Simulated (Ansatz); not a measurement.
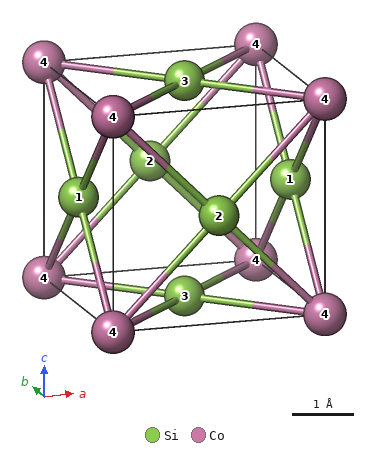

Solid CoSi₃ (built on the Cu3Au (L1 type), before the relaxation. The picture is a ball-and-stick view of the cell of the calculation, seen slightly off an axis.

These are results of DFT PBEsol, scalar-relativistic, plane waves, PAW in Ansatz 0.2.0, not measurements.

Input
```yaml
crystal:
  lattice:
    - [3.6858922668, 0.0, 0.0]
    - [0.0, 3.6858922668, 0.0]
    - [0.0, 0.0, 3.6858922668]
  atoms:
    - { symbol: Si, position: [0.0, 0.5, 0.5] }
    - { symbol: Si, position: [0.5, 0.0, 0.5] }
    - { symbol: Si, position: [0.5, 0.5, 0.0] }
    - { symbol: Co, position: [0.0, 0.0, 0.0], spin: 0.38 }
basis:
  ecutwfc: 420
kpoints:
  mp_grid: { grid: [12, 12, 12] }
hamiltonian:
  xc: pbesol
scf:
  occupations: { method: gaussian, width: 0.1 }
output:
  forces: true
  stress: true
  eigenvalues: true
  populations: true
  write_density: true
  write_potential: true
  elf: true
  volumetric_format: npy
magnetization:
  spin_polarized: true
relax:
  adjacent_minimum: "off"
  f_tol: 0.01
  max_steps: 80
  cell: { stress_tol: 0.05 }
```

Launched with:
```bash
ansatz run input.yaml --threads 1 --pin off --max-ram 2560MiB --backend cpu --events-out ev --progress --plain --runs-dir out
```

Predict the outcome.

The energy falls by 5.4 meV per atom in 3 accepted moves (4 points after the start). All forces vanish by symmetry, so only the cell relaxes. The pressure goes from −4.18 to −0.02 GPa. At 1 point the geometry stayed and the basis and grid were re-selected for the new cell (energy shift of 0.1 meV per atom at most each time). No atom moves by more than 0.005 Å relative to the cell. The volume changes by −3.2 %, with a = b = c 3.686 → 3.646 Å (−1.1 %). Among the contacts that change: Si1–Co4 2.606 → 2.578 Å. The space group stays Pm-3m (No. 221). The program noted that the starting moments weren't kept. The run took 90 s on 1 thread of Arm Neoverse V1 (shared host), peak memory 0.41 GiB.

Final geometry:

```xyz
4
Lattice="3.6463 0.0000 0.0000 0.0000 3.6463 0.0000 0.0000 0.0000 3.6463" Properties=species:S:1:pos:R:3 pbc="T T T"
Si    3.6463    1.8232    1.8232
Si    1.8232    3.6463    1.8232
Si    1.8232    1.8232    3.6463
Co    3.6463    3.6463    3.6463
```

After the run, drawn alike:

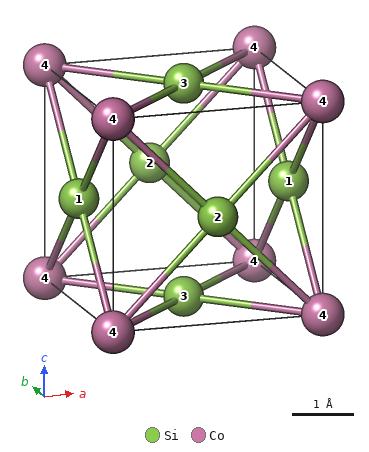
